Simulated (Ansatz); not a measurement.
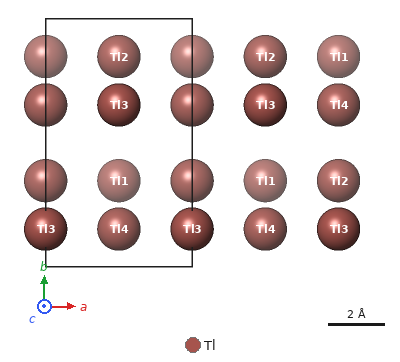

Starting structure of a crystal of Tl (built on the alpha-gallium_64 type) (coarse preliminary run). Style: spheres-only. Shown: the conventional cell (2 times the calculation's cell), repeated 2 × 1 × 1 with one cell outlined, along the c axis. Lengths and directions refer to the drawn axes.

Case: alpha-gallium type (Cmce, No. 64).

The calculation used DFT PBEsol, scalar-relativistic, plane waves, PAW (Ansatz).

Input file:
```yaml
crystal:
  lattice:
    - [2.6514885851, -4.4937814386, 0.0]
    - [2.6514885851, 4.4937814386, 0.0]
    - [0.0, 0.0, 5.3100310338]
  atoms:
    - { symbol: Tl, position: [0.1525, 0.8475, 0.0785] }
    - { symbol: Tl, position: [0.6525, 0.3475, 0.4215] }
    - { symbol: Tl, position: [0.8475, 0.1525, 0.9215] }
    - { symbol: Tl, position: [0.3475, 0.6525, 0.5785] }
basis:
  ecutwfc: 420
kpoints:
  mp_grid: { grid: [4, 4, 4] }
hamiltonian:
  xc: pbesol
scf:
  occupations: { method: gaussian, width: 0.1 }
  lower_state_search: "off"
output:
  forces: true
  stress: true
  eigenvalues: true
relax:
  adjacent_minimum: "off"
  f_tol: 0.04
  max_steps: 70
  cell: { stress_tol: 0.4 }
```

> Where does the relaxation end?

The largest moves relative to the cell, 0.24 Å, are those of Tl1, Tl2, Tl3 and Tl4. Tl2 goes roughly along [0 −1 −3]. The volume changes by +3.4 %, with a 5.303 → 5.589 Å (+5.4 %), b 8.988 → 8.367 Å (−6.9 %), c 5.310 → 5.598 Å (+5.4 %). Near-neighbour distances that change, for instance: Tl1–Tl3 2.865 → 3.033 Å, Tl1–Tl3 (another image) 3.286 → 3.424 Å, Tl1–Tl2 3.217 → 3.154 Å, Tl1–Tl4 3.181 → 3.157 Å. The space group stays Cmce (No. 64). Over 6 accepted moves (7 points after the start) the energy falls by 23.8 meV per atom. The largest force component goes from 0.47 to 0.025 eV/Å. The pressure goes from 0.78 to −0.06 GPa. The SCF was repeated once at an unchanged geometry on a basis and grid sized afresh for the cell, which shifted the energy by 0.3 meV per atom at most. The run took of the order of 13 core-seconds on a shared host.

Step by step:

| step | E − E(0), meV/atom | largest force component, eV/Å | pressure, GPa | volume, Å³/atom | note |
| --- | --- | --- | --- | --- | --- |
| 0 | 0.00 | 0.4741 | 0.78 | 31.635 |  |
| 1 | -13.01 | 0.1218 | 0.15 | 32.410 |  |
| 2 | -14.79 | 0.0217 | 0.06 | 32.472 |  |
| 3 | -17.65 | 0.0777 | -0.03 | 32.616 |  |
| 4 | -19.36 | 0.1025 | -0.16 | 32.854 |  |
| 5 | -22.49 | 0.0293 | -0.33 | 32.921 |  |
| 6 | -23.57 | 0.0253 | -0.05 | 32.722 |  |
| 7 | -23.83 | 0.0253 | -0.06 | 32.722 | same geometry, new basis |

The structure at the end:

```
Tl
1.0
     2.79436   -4.18330    0.00000
     2.79436    4.18330    0.00000
     0.00000    0.00000    5.59841
Tl
4
Direct
  0.16271 0.83729 0.11931
  0.66271 0.33729 0.38069
  0.83729 0.16271 0.88069
  0.33729 0.66271 0.61931
```

The end point in the same view:

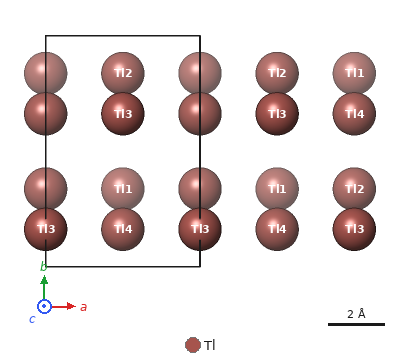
